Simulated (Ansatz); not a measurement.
System: ZnO (slab).

Input

```
crystal:
  lattice:
    - [5.680217882, 0.0, 0.0]
    - [-2.840108941, 4.9192129848, 0.0]
    - [0.0, 0.0, 31.2934060018]
  atoms:
    - { symbol: O, position: [0.6671927129, 0.6661236885, 0.2496726596] }
    - { symbol: O, position: [0.3338572742, -0.0005451648, 0.2496632312] }
    - { symbol: O, position: [0.0005235663, 0.3327907111, 0.249139109] }
    - { symbol: Zn, position: [0.33341104, 0.3327816388, 0.2584413396] }
    - { symbol: Zn, position: [0.0005338423, 0.6656849353, 0.2584426424] }
    - { symbol: Zn, position: [0.6676309735, -9.59195e-05, 0.2584419734] }
    - { symbol: O, position: [0.3329659607, 0.3327386366, 0.3281887668] }
    - { symbol: O, position: [0.0005758582, 0.6651894407, 0.3281928095] }
    - { symbol: O, position: [0.6681272217, 0.0003475751, 0.3281912272] }
    - { symbol: Zn, position: [0.6672182006, 0.666087045, 0.3424737168] }
    - { symbol: Zn, position: [0.3338935188, -0.0005700734, 0.342491464] }
    - { symbol: Zn, position: [0.0005604408, 0.3327567725, 0.3433090789] }
    - { symbol: O, position: [0.6672856279, 0.6660153102, 0.4100356634] }
    - { symbol: O, position: [0.3339693623, -0.0006347812, 0.4100713822] }
    - { symbol: O, position: [0.0006325434, 0.3326906288, 0.4116725277] }
    - { symbol: Zn, position: [0.3367566323, 0.3327517575, 0.4264513937] }
    - { symbol: Zn, position: [0.0005678308, 0.668757536, 0.4264376428] }
    - { symbol: Zn, position: [0.6645710839, -0.0034398378, 0.4264425515] }
    - { symbol: O, position: [0.337511876, 0.3326740021, 0.4937645683] }
    - { symbol: O, position: [0.0006479664, 0.6693027266, 0.4937609802] }
    - { symbol: O, position: [0.6640600818, -0.0042164126, 0.4937600627] }
    - { symbol: Zn, position: [0.6674103159, 0.6658645719, 0.5139292029] }
    - { symbol: Zn, position: [0.3341330325, -0.0007528302, 0.5137358697] }
    - { symbol: Zn, position: [0.0007270265, 0.3325975181, 0.5075078682] }
basis:
  ecutwfc: 420
kpoints:
  mp_grid: { grid: [6, 6, 1] }
hamiltonian:
  xc: pbe
scf:
  occupations: { method: gaussian, width: 0.1 }
output:
  forces: true
  stress: true
  eigenvalues: true
  write_density: true
  write_potential: true
  elf: true
  volumetric_format: npy
efield:
  axis: 3
  dipole_correction: true
  ramp_width: 0.04
```

Command:

```sh
ansatz run input.yaml --threads 8 --pin off --max-ram 20480MiB --backend cpu --events-out ev --progress --plain --runs-dir out
```

Not relaxed (largest force 1.0 eV/Å).

All numbers below come from DFT PBE, scalar-relativistic, plane waves, PAW in Ansatz.

**Predict the valence pseudo-density and electron localisation function between the atoms.**

Zn–O (1.91 Å): the density is about 0.7 e/Å³ at the midpoint; the ELF peaks at about 0.80 in the valence shell of O, 0.6 Å from its nucleus, and is about 0.30 at the midpoint; no localised pair shows between them.
Zn–O (1.95 Å): ρ at the midpoint is about 0.64 e/Å³; the ELF peaks at about 0.85 in the valence shell of O, 0.6 Å from its nucleus, and is about 0.25 at the midpoint (no localised pair shows between them).
Zn–O (2.11 Å): ρ is about 0.41 e/Å³ halfway; the ELF peaks at about 0.85 in the valence shell of O, 0.6 Å from its nucleus, and is about 0.20 at the midpoint (no localised pair shows between them).
Zn–O (2.18 Å): ρ is about 0.35 e/Å³ halfway; the ELF peaks at about 0.85 in the valence shell of O, 0.6 Å from its nucleus, and drops to about 0.15 between the two atoms (no shared electron pair shows on this line).

**Does the calculation make it a metal, or give it a gap?**

It is gapless in this calculation (a metal or semimetal).

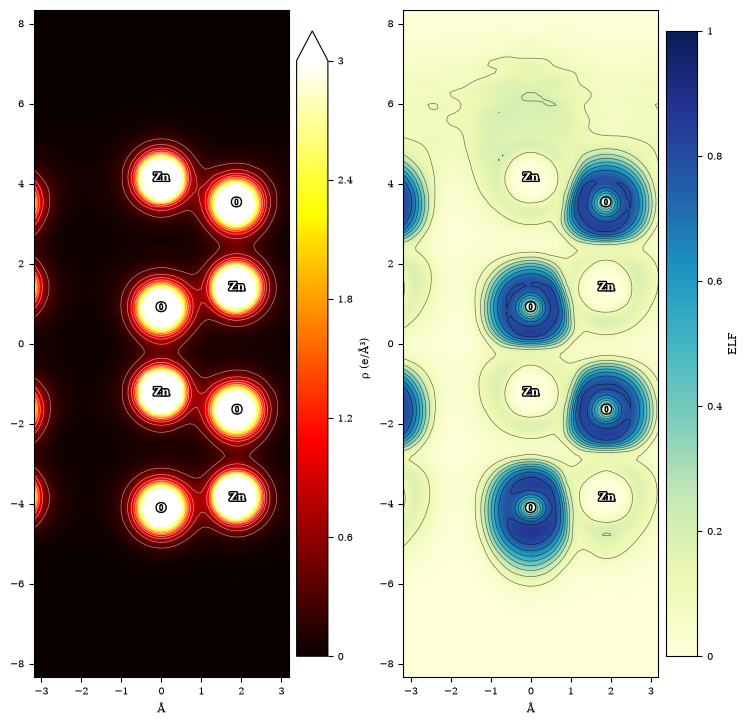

Computed valence pseudo-density and electron localisation function on the (100) plane of the calculation cell, a cut from vacuum to vacuum, in this order. 

The density is the valence pseudo-density of a PAW calculation; it isn't the true density close to the nuclei.
